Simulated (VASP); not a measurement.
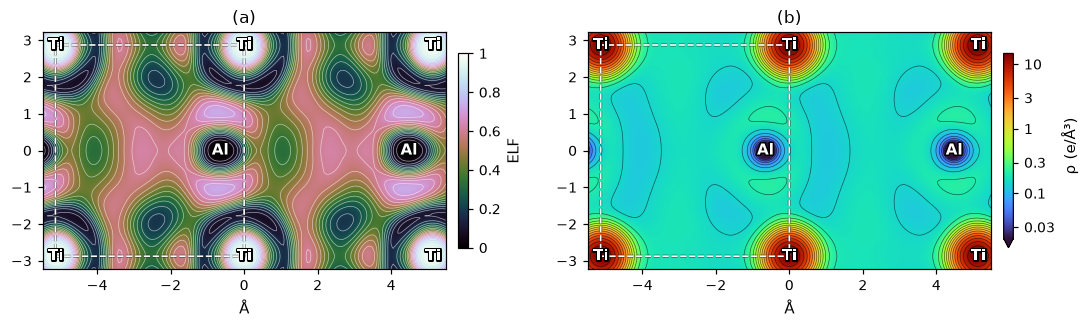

TiAl. (a) electron localisation function; (b) valence electron density on the (11̄0) plane of the conventional cell.

Space group Amm2; a structure from a database of computed crystals, not necessarily the ambient phase; changed on purpose from its base cell (strained and moved within a subgroup); computed pressure about −11 GPa in this cell.

These are results of Kohn-Sham DFT of a periodic cell, PBE, VASP PAW PBE potentials, recommended (VASP 6.6.1), not measurements.

Core electrons are frozen (PAW), and the valence fields are smoothed inside the atomic spheres.

```yaml
crystal:
  lattice:
    - [0.00000, 0.00000, 4.84060]
    - [-1.54821, -2.68157, 0.00000]
    - [4.44598, -2.56688, 0.00000]
  atoms:
    - { symbol: Ti, position: [0.00000, 0.50000, 0.47986] }
    - { symbol: Ti, position: [0.00000, 0.00000, 0.97986] }
    - { symbol: Al, position: [0.50000, 0.50000, 0.85347] }
    - { symbol: Al, position: [0.50000, 0.00000, 0.35347] }
```

Interpret the plot.

Answer. The plane passes through Ti and Al nuclei. Ti–Al (2.95 Å): the density is about 0.18 e/Å³ at the midpoint; the ELF is about 0.45 at the midpoint. Between the atoms the lowest density in this plane is 0.12 e/Å³. The features right at Ti lie inside the PAW spheres, where the map follows smoothed inner orbitals and isn't to be read closely.
